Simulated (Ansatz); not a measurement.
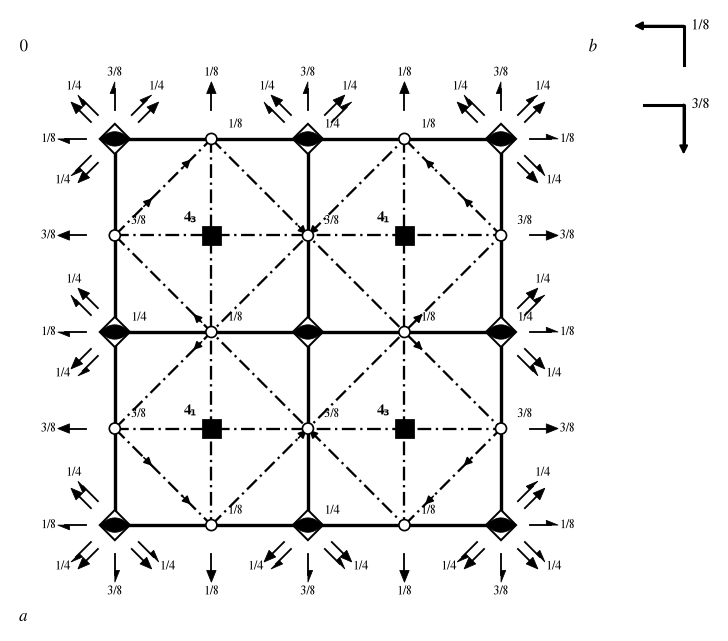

Symmetry elements of a space group, projected down c, computed from the operations of a computed or model structure of composition Nb, which need not be its known form.

Graphical symbols as in the International Tables (origin upper left, heights as fractions; handed screw axes are marked by their printed symbols).

> Which space group is it?

I4_1/amd (No. 141, origin choice 1); body-centred tetragonal, point group 4/mmm, 32 general positions a cell.

> List the elements shown.

−4 axes along c at (0, 0; inversion point at height 0), (0, 1/2; inversion point at height 1/4), (1/2, 0; inversion point at height 1/4), (1/2, 1/2; inversion point at height 0); 4₃ axes along c at (1/4, 1/4), (3/4, 3/4); 4₁ axes along c at (1/4, 3/4), (3/4, 1/4); inversion centres at (0, 1/4; c height 1/8), (0, 3/4; c height 1/8), (1/4, 0; c height 3/8), (1/4, 1/2; c height 3/8), (1/2, 1/4; c height 1/8), (1/2, 3/4; c height 1/8), (3/4, 0; c height 3/8), (3/4, 1/2; c height 3/8); d glide planes holding c and [1 1 0] or [−1 1 0]; mirror planes normal to a, at x = 0, 1/2; n glide planes normal to a, at x = 1/4, 3/4; mirror planes normal to b, at y = 0, 1/2; n glide planes normal to b, at y = 1/4, 3/4; a b glide plane normal to c at height 1/8; an a glide plane normal to c at height 3/8; 2 axes along [1 1 0] at heights 0, 1/4; 2 axes along [−1 1 0] at heights 0, 1/4; 2 axes along a at height 1/8; 2 axes along b at height 3/8; 2₁ axes along [1 1 0] at heights 0, 1/4; 2₁ axes along [−1 1 0] at heights 0, 1/4; 2₁ axes along a at height 3/8; 2₁ axes along b at height 1/8. Heights repeat every half period; positions are (a, b) fractions, modulo 1.

> Write the general positions (in any order).

For each centring vector (0, 0, 0), (1/2, 1/2, 1/2):
x, y, z; −y, x+1/2, z+1/4; −x+1/2, −y+1/2, z+1/2; y+1/2, −x, z+3/4; x, −y+1/2, −z+1/4; −y, −x, −z; −x+1/2, y, −z+3/4; y+1/2, x+1/2, −z+1/2; −x, −y+1/2, −z+1/4; y, −x, −z; x+1/2, y, −z+3/4; −y+1/2, x+1/2, −z+1/2; −x, y, z; y, x+1/2, z+1/4; x+1/2, −y+1/2, z+1/2; −y+1/2, −x, z+3/4
